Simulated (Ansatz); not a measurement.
## Run report: Ga₂O₃, geometry relaxation (part 2 of 3)

The same run, continued: Ga₂O₃ (10 atoms in the cell); DFT PBE, scalar-relativistic, plane waves, PAW, no spin polarisation (Ansatz 0.2.0); cutoff 420 eV, 10×10×6 k-mesh, Gaussian smearing of 0.02 eV. The structure derives from a Materials Project entry.

Geometry of the input (Å; fractional positions):
```
6.1402  -1.5238  0.0000
6.1402  1.5238  0.0000
-1.3841  0.0000  5.6503
Ga 0.3412  0.3412  0.6853
Ga 0.6588  0.6588  0.3147
Ga 0.9095  0.9095  0.2052
Ga 0.0905  0.0905  0.7948
O  0.5035  0.5035  0.7433
O  0.4965  0.4965  0.2567
O  0.8266  0.8266  0.4368
O  0.1734  0.1734  0.5632
O  0.1645  0.1645  0.1092
O  0.8355  0.8355  0.8908
```

**The program's output, continued**
```
SCF iter   1: F=—  HF=-18540.113423 eV  |F-HF|=—  |Δ(HF+E_count)|=         —  Δρ=7.43e-4  dr2=3.29e-5  ethr=1.18e-7  ⟨swp⟩=3.0  Hψ=57679  notcnv=0
preconditioner: auto → Resta (q_TF=auto, 2.631 Å⁻¹)  ε∞=4.6  [insulator: Δε(μ)=2.027 eV  Ē_g=17.447 eV  σ=0.020 eV  W_gap=1.00  n_scr=34 (ndim 8)  ℏωp=33.3 eV  f_vac=0.019  D(μ)=0.00/eV (n_scr^D=0)  ε∞_Penn≈4.6]
SCF iter   2: F=—  HF=-18540.117504 eV  |F-HF|=—  |Δ(HF+E_count)|=   4.08e-3  Δρ=3.74e-4  dr2=1.03e-5  ethr=3.74e-8  ⟨swp⟩=2.8  Hψ=16681  notcnv=0
SCF iter   3: F=—  HF=-18540.118693 eV  |F-HF|=—  |Δ(HF+E_count)|=   1.19e-3  Δρ=1.33e-4  dr2=1.03e-6  ethr=1.17e-8  ⟨swp⟩=2.8  Hψ=16794  notcnv=0
SCF iter   4: F=—  HF=-18540.118857 eV  |F-HF|=—  |Δ(HF+E_count)|=   1.64e-4  Δρ=1.07e-5  dr2=4.83e-8  ethr=1.17e-9  ⟨swp⟩=2.0  Hψ=16856  notcnv=0
SCF iter   5: F=—  HF=-18540.118857 eV  |F-HF|=—  |Δ(HF+E_count)|=   1.37e-7  Δρ=4.43e-6  dr2=3.72e-9  ethr=5.49e-11  ⟨swp⟩=2.0  Hψ=16468  notcnv=0
SCF iter   6: F=—  HF=-18540.118857 eV  |F-HF|=—  |Δ(HF+E_count)|=   1.65e-7  Δρ=1.00e-6  dr2=8.46e-10  ethr=4.23e-12  ⟨swp⟩=2.0  Hψ=16803  notcnv=0
SCF iter   7: F=—  HF=-18540.118857 eV  |F-HF|=—  |Δ(HF+E_count)|=   1.04e-9  Δρ=4.22e-7  dr2=1.81e-10  ethr=1.00e-12  ⟨swp⟩=2.0  Hψ=16139  notcnv=0
SCF iter   8: F=-18540.118857 eV  HF=-18540.118857 eV  |F-HF|=1.82e-11  |Δ(HF+E_count)|=  2.18e-11  Δρ=2.20e-7  dr2=4.39e-11  ethr=1.00e-12  ⟨swp⟩=6.0  Hψ=41856  notcnv=0
SCF 7 converged in 8 iterations: F = -18540.118857 eV  dr2 = 4.39e-11
relax step   7: F+E_penalty+E_count = -18540.11885717 eV  Δ(F+E_penalty+E_count) = -2.091e-2 eV  max|allowed force component| = 1.755e-3 eV/Å  Δτ_max = 0.0000 Å  P = +0.302 GPa  Ω = 109.440 Å³  stress off target by 3.25e-1 GPa  SCF on the basis re-selected at this cell (its energy is not comparable with the rows above)  (8 SCF iters)
basis re-selected at this cell: Δ(F+E_penalty+E_count) = -2.091e-2 eV, ΔP = +0.301 GPa vs the last step (what re-selecting the basis moved, of the pressure what is left beyond the Pulay correction that the steps carried, after the strain that the cell walked since its last selection, with what the two solves' SCF thresholds leave and, on support functions, any second-order correction that the steps lacked; it is no measure of the basis error at this ecutwfc). This SCF's stress stands 3.25e-1 GPa from its target on what of the cell is left free (relax.cell.stress_tol is 5.00e-2 GPa) and its largest allowed force component is 1.75e-3 eV/Å (relax.f_tol is 5.00e-3 eV/Å): not within both, so this SCF does not close the relaxation
Crystal: 10 atoms, lattice volume = 109.638 Å³
Basis set: ecut = 420 eV, 2141 PW (Γ), FFT grids on a1−a2, a2, a3, exchange–correlation on 48×90×80 points (8 copies of the dense FFT grid, shifted against one another)
iter 1 solved again at ethr=9.62e-8 eV; its pass at ethr=3.10e-3 eV (dr2=8.46e-5 eV) is discarded
SCF iter   1: F=—  HF=-18540.118013 eV  |F-HF|=—  |Δ(HF+E_count)|=         —  Δρ=3.89e-4  dr2=8.45e-5  ethr=9.62e-8  ⟨swp⟩=2.0  Hψ=35417  notcnv=0
preconditioner: auto → Resta (q_TF=auto, 2.630 Å⁻¹)  ε∞=4.6  [insulator: Δε(μ)=2.011 eV  Ē_g=17.431 eV  σ=0.020 eV  W_gap=1.00  n_scr=34 (ndim 8)  ℏωp=33.3 eV  f_vac=0.020  D(μ)=0.00/eV (n_scr^D=0)  ε∞_Penn≈4.6]
SCF iter   2: F=—  HF=-18540.118127 eV  |F-HF|=—  |Δ(HF+E_count)|=   1.14e-4  Δρ=1.65e-4  dr2=1.29e-5  ethr=9.61e-8  ⟨swp⟩=3.0  Hψ=17170  notcnv=0
SCF iter   3: F=—  HF=-18540.118127 eV  |F-HF|=—  |Δ(HF+E_count)|=   3.50e-7  Δρ=6.39e-5  dr2=2.98e-6  ethr=1.46e-8  ⟨swp⟩=2.0  Hψ=16070  notcnv=0
SCF iter   4: F=—  HF=-18540.118127 eV  |F-HF|=—  |Δ(HF+E_count)|=   3.45e-7  Δρ=1.95e-5  dr2=3.82e-7  ethr=3.38e-9  ⟨swp⟩=2.0  Hψ=14854  notcnv=0
SCF iter   5: F=-18540.118127 eV  HF=-18540.118127 eV  |F-HF|=1.38e-8  |Δ(HF+E_count)|=   5.64e-8  Δρ=1.05e-5  dr2=8.29e-8  ethr=3.01e-10  ⟨swp⟩=9.7  Hψ=59458  notcnv=0
SCF 8 converged in 5 iterations: F = -18540.118127 eV  dr2 = 8.29e-8
relax step   8: F+E_penalty+E_count = -18540.11812694 eV  Δ(F+E_penalty+E_count) = +7.302e-4 eV  max|allowed force component| = 1.455e-3 eV/Å  Δτ_max = 0.0024 Å  P = +0.012 GPa  Ω = 109.638 Å³  energy of the carried Pulay correction = -9.285e-4 eV  (5 SCF iters, dr2 threshold 2.65e-7 eV, accepted)
iter 1 solved again at ethr=5.30e-8 eV; its pass at ethr=3.10e-3 eV (dr2=4.67e-5 eV) is discarded
SCF iter   1: F=—  HF=-18540.118695 eV  |F-HF|=—  |Δ(HF+E_count)|=         —  Δρ=1.52e-4  dr2=6.76e-7  ethr=5.30e-8  ⟨swp⟩=3.1  Hψ=60696  notcnv=0
preconditioner: auto → Resta (q_TF=auto, 2.630 Å⁻¹)  ε∞=4.6  [insulator: Δε(μ)=2.012 eV  Ē_g=17.433 eV  σ=0.020 eV  W_gap=1.00  n_scr=34 (ndim 8)  ℏωp=33.3 eV  f_vac=0.020  D(μ)=0.00/eV (n_scr^D=0)  ε∞_Penn≈4.6]
SCF iter   2: F=—  HF=-18540.119053 eV  |F-HF|=—  |Δ(HF+E_count)|=   3.59e-4  Δρ=7.68e-5  dr2=1.79e-7  ethr=7.68e-10  ⟨swp⟩=2.0  Hψ=16720  notcnv=0
SCF iter   3: F=—  HF=-18540.119129 eV  |F-HF|=—  |Δ(HF+E_count)|=   7.55e-5  Δρ=1.42e-5  dr2=2.79e-8  ethr=2.03e-10  ⟨swp⟩=2.2  Hψ=13760  notcnv=0
SCF iter   4: F=—  HF=-18540.119131 eV  |F-HF|=—  |Δ(HF+E_count)|=   2.25e-6  Δρ=1.60e-6  dr2=1.33e-9  ethr=3.18e-11  ⟨swp⟩=2.0  Hψ=15972  notcnv=0
SCF iter   5: F=—  HF=-18540.119131 eV  |F-HF|=—  |Δ(HF+E_count)|=   1.40e-8  Δρ=6.76e-7  dr2=4.12e-10  ethr=1.51e-12  ⟨swp⟩=2.9  Hψ=18563  notcnv=0
SCF iter   6: F=-18540.119131 eV  HF=-18540.119131 eV  |F-HF|=7.28e-11  |Δ(HF+E_count)|=   2.47e-9  Δρ=1.63e-7  dr2=2.50e-11  ethr=1.00e-12  ⟨swp⟩=4.2  Hψ=44941  notcnv=0
SCF 9 converged in 6 iterations: F = -18540.119131 eV  dr2 = 2.50e-11
relax step   9: F+E_penalty+E_count = -18540.11913106 eV  Δ(F+E_penalty+E_count) = -1.004e-3 eV  max|allowed force component| = 1.567e-3 eV/Å  Δτ_max = 0.0000 Å  P = +0.018 GPa  Ω = 109.638 Å³  stress off target by 2.13e-2 GPa  SCF on the basis re-selected at this cell (its energy is not comparable with the rows above)  (6 SCF iters)
```

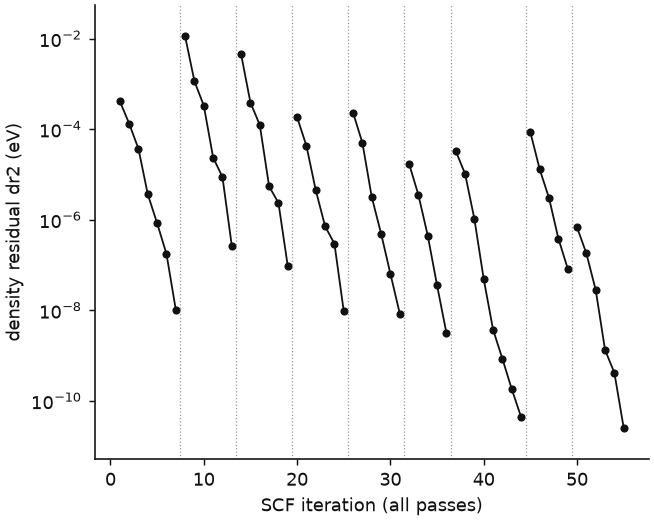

**Figure 1.** Convergence of the self-consistent field: density residual dr2 against the SCF iteration. The dotted lines part the SCF passes of the relaxation: geometry steps, rejected trials and re-solves on a re-selected basis. The 9 passes take 5 to 8 iterations each, 55 in all.

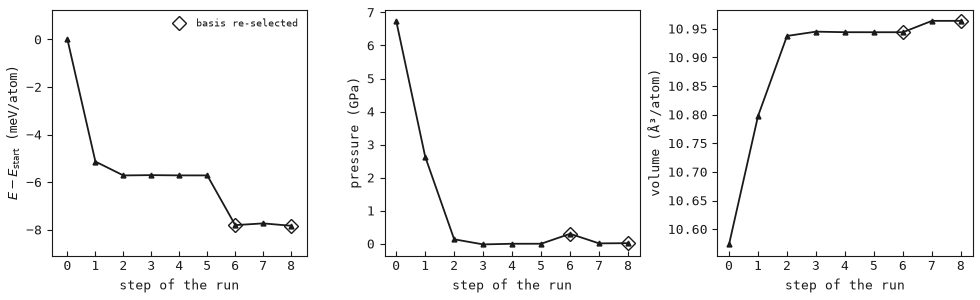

**Figure 2.** Progress of the relaxation, step by step (the first geometry is step 0 here and step 1 in the log).

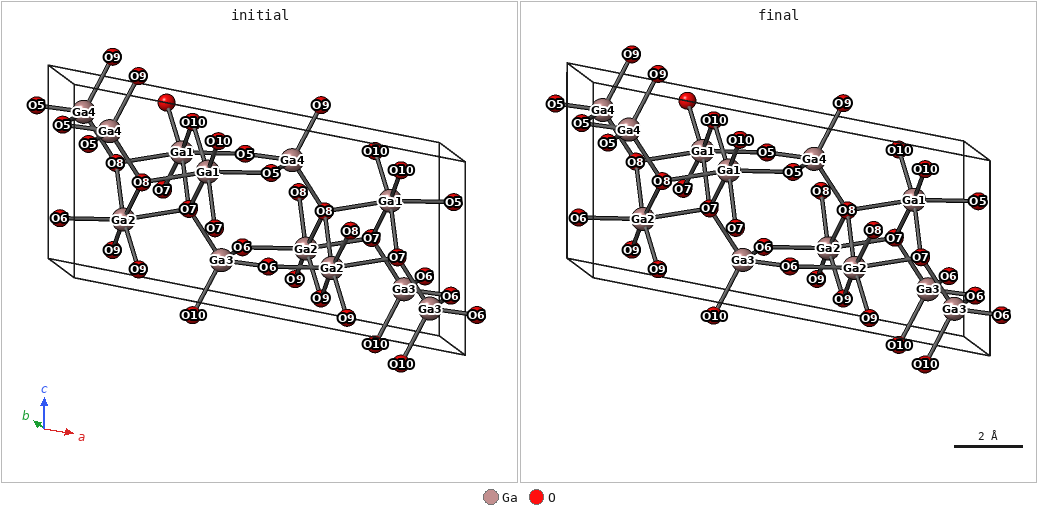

**Figure 3.** Before (left) and after (right) the relaxation, at one scale (ball-and-stick view of the cell 2 times as large as that of the calculation, set on its symmetry axes, with bonded neighbours outside it, seen slightly off an axis). After 6 geometry steps the energy has fallen by 7.7 meV per atom. Largest force component: 0.15 eV/Å at the start, 0.0016 eV/Å at the end. Pressure: 6.74 GPa at the start and 0.02 GPa at the end. The basis was re-selected once at an unchanged geometry, which shifts the energy a little without any move. The largest moves relative to the cell, 0.012 Å, are those of O9 and O10. Largest moves by element: O 0.012 Å, Ga 0.007 Å. Cell: a 12.280 → 12.454 Å (+1.4 %), b 3.048 → 3.083 Å (+1.2 %), c 5.817 → 5.878 Å (+1.0 %). Volume +3.7 %. Among the contacts that change: Ga1–O5 1.942 → 1.971 Å, Ga1–O7 2.079 → 2.108 Å, Ga1–O8 2.013 → 2.042 Å, Ga3–O7 1.872 → 1.895 Å. The space group stays C2/m (No. 12). The energy change given includes the shifts at the re-selections in mid-walk, which come without any move. A last SCF at the same geometry on a re-selected plane-wave basis shifts the energy by −0.1 meV per atom. (Atoms are counted from 1 in the order of the input.)

```
basis re-selected at this cell: Δ(F+E_penalty+E_count) = -1.004e-3 eV, ΔP = +0.006 GPa vs the last step (what re-selecting the basis moved, of the pressure what is left beyond the Pulay correction that the steps carried, after the strain that the cell walked since its last selection, with what the two solves' SCF thresholds leave and, on support functions, any second-order correction that the steps lacked; it is no measure of the basis error at this ecutwfc). This SCF's stress stands 2.13e-2 GPa from its target on what of the cell is left free (relax.cell.stress_tol is 5.00e-2 GPa) and its largest allowed force component is 1.57e-3 eV/Å (relax.f_tol is 5.00e-3 eV/Å): within both
SCF converged after 6 iterations
Free energy (F): -18540.119131 eV
Harris-Foulkes:  -18540.119131 eV  (|F-HF|=7.28e-11)
Internal energy: -18540.119131 eV  (E = F + TS)
E sigma→0 (E₀):  -18540.119131 eV
Fermi energy:    8.565084 eV
--- Per-component energies (eV) ---
  E_band       = -146.322670
  E_kinetic    = 1514.175846
  E_local      = -9271.242515  (includes V_loc(G=0)·N_el)
  E_nonlocal   = 2020.201716
  E_hartree    = 4150.812728
  E_xc         = -710.597936
  E_vxc        = -787.666423  (∫ρ·V_xc dr)
  E_paw        = -8942.042468  (= ΣΔE_a)
  E_vpaw       = -1923.431382  (= ΣTr[D̂ρ^β])
  E_aug_tail   = 0.014301  (compensation charges beyond the density's cutoff)
  E_ewald      = -7301.440802
  E_smearing   = -0.000000  (= −TS)
  E_closure    = -0.000000  (closes the sum)
  Σ components = -18540.119131   (vs F -18540.119131, Δ=0.00e0)
--- Forces (eV/Å), atoms counted from 1 ---
  atom   1  Ga     0.00083898    -0.00000000     0.00097476
  atom   2  Ga    -0.00083898     0.00000000    -0.00097476
  atom   3  Ga     0.00156732    -0.00000000     0.00018734
  atom   4  Ga    -0.00156732     0.00000000    -0.00018734
  atom   5  O      0.00081280    -0.00000000     0.00010487
  atom   6  O     -0.00081280     0.00000000    -0.00010487
  atom   7  O     -0.00044286    -0.00000000    -0.00052646
  atom   8  O      0.00044286     0.00000000     0.00052646
  atom   9  O      0.00025833    -0.00000000     0.00005507
  atom  10  O     -0.00025833     0.00000000    -0.00005507
  max |Σ_I F_I| component: 1.08e-19 eV/Å
--- Stress (GPa, compression-positive) ---
        0.021288       0.000000      -0.000638
        0.000000       0.018930      -0.000000
       -0.000638      -0.000000       0.013938
  P = ⅓ Tr σ = 0.0181 GPa (0.181 kbar)
--- Band table (eV; the first three rows and the last of 172) ---
  k-point 0: bands = ["-11.0494", "-10.0014", "-9.9727", "-9.8699", "-9.4256", "-9.4235", "-5.4230", "-5.3943", "-5.3897", "-5.3322", "-5.2423", "-5.2420", "-5.2268", "-5.2262", "-5.1670", "-5.0612", "-5.0491", "-5.0457", "-5.0276", "-5.0133", "-5.0065", "-4.9694", "-4.9580", "-4.8426", "-4.7148", "-4.6451", "0.7458", "1.7811", "2.8639", "3.5613", "4.1807", "4.9775", "5.1097", "5.4225", "5.6418", "5.6991", "5.9657", "6.0136", "6.5847", "6.8621", "6.9026", "7.0932", "7.2732", "7.5382", "9.5708", "12.9338", "13.8526", "14.0265", "15.1165", "15.9732", "16.5573", "16.7760", "18.5475", "19.5822"]
  k-point 1: bands = ["-11.0029", "-10.0901", "-9.9818", "-9.8231", "-9.4681", "-9.3926", "-5.4160", "-5.3953", "-5.3904", "-5.3315", "-5.2814", "-5.2359", "-5.2354", "-5.2176", "-5.1650", "-5.0634", "-5.0575", "-5.0534", "-5.0399", "-5.0190", "-5.0055", "-4.9583", "-4.9570", "-4.8240", "-4.7731", "-4.5503", "0.8619", "1.9206", "2.7310", "3.5807", "4.2315", "4.9784", "5.2126", "5.3706", "5.5872", "5.6351", "5.8805", "5.9714", "6.4610", "6.9102", "6.9189", "6.9242", "7.2380", "7.3206", "10.0688", "13.0609", "13.7014", "14.1219", "14.9618", "16.1015", "16.3485", "16.9642", "18.7880", "19.6088"]
  k-point 2: bands = ["-10.8818", "-10.2690", "-9.9936", "-9.7551", "-9.5010", "-9.3901", "-5.3990", "-5.3967", "-5.3921", "-5.3366", "-5.3266", "-5.2734", "-5.2218", "-5.1976", "-5.1656", "-5.0753", "-5.0717", "-5.0671", "-5.0540", "-5.0221", "-5.0040", "-4.9556", "-4.9380", "-4.8261", "-4.7914", "-4.4441", "1.1949", "2.1215", "2.5343", "3.5315", "4.3808", "5.0049", "5.0394", "5.4024", "5.5076", "5.6342", "5.7210", "6.0133", "6.2207", "6.4372", "6.9239", "6.9983", "7.0430", "7.2799", "11.0209", "12.8641", "13.6753", "14.2715", "14.9723", "15.5473", "16.8620", "17.1148", "19.0178", "19.1917"]
  k-point 171: bands = ["-10.6690", "-10.3050", "-10.1465", "-9.8388", "-9.5524", "-9.3367", "-5.4071", "-5.4014", "-5.4003", "-5.3804", "-5.3283", "-5.3254", "-5.2227", "-5.2074", "-5.1822", "-5.1681", "-5.0847", "-5.0832", "-5.0620", "-5.0554", "-5.0016", "-4.9789", "-4.9535", "-4.9016", "-4.4255", "-4.2805", "2.0232", "2.2719", "2.4604", "2.9645", "4.0806", "4.5391", "4.7621", "4.9929", "5.2052", "5.4963", "5.7682", "6.3479", "6.6424", "6.8551", "6.9232", "6.9243", "6.9753", "7.5489", "12.3172", "12.5425", "13.3831", "13.6661", "14.3739", "15.0210", "17.0655", "17.4433", "18.9549", "19.3038"]
--- Relaxed structure (7 steps of the walk, 7 accepted, 2 SCFs on fresh bases) ---
  F+E_penalty+E_count = -18540.11913106 eV   max|allowed force component| = 1.567e-3 eV/Å   (the final SCF, on the basis selected at the relaxed cell)
  cell:  # Å, volume = 109.6382 Å³
    - [6.227096964665548, -1.5416465314146588, 0.006223724723779502]
    - [6.227096964665548, 1.5416465314146588, 0.006223724723779492]
    - [-1.397983734721664, -1.9513859241205678e-17, 5.70893726613817]
  atoms:
    - { symbol: Ga, position: [0.3414969633239606, 0.3414969633239606, 0.6858233474864542] }
    - { symbol: Ga, position: [0.6585030366760393, 0.6585030366760393, 0.31417665251354576] }
    - { symbol: Ga, position: [0.9100736974285543, 0.9100736974285543, 0.20527226510470742] }
    - { symbol: Ga, position: [0.08992630257144568, 0.08992630257144567, 0.7947277348952926] }
    - { symbol: O, position: [0.5039752963919244, 0.5039752963919244, 0.743311454778282] }
    - { symbol: O, position: [0.4960247036080755, 0.4960247036080755, 0.25668854522171825] }
    - { symbol: O, position: [0.8263047158761845, 0.8263047158761845, 0.435665755012059] }
    - { symbol: O, position: [0.17369528412381557, 0.17369528412381557, 0.5643342449879409] }
    - { symbol: O, position: [0.1635091309382883, 0.1635091309382883, 0.10920192080790529] }
    - { symbol: O, position: [0.8364908690617117, 0.8364908690617117, 0.8907980791920946] }
```
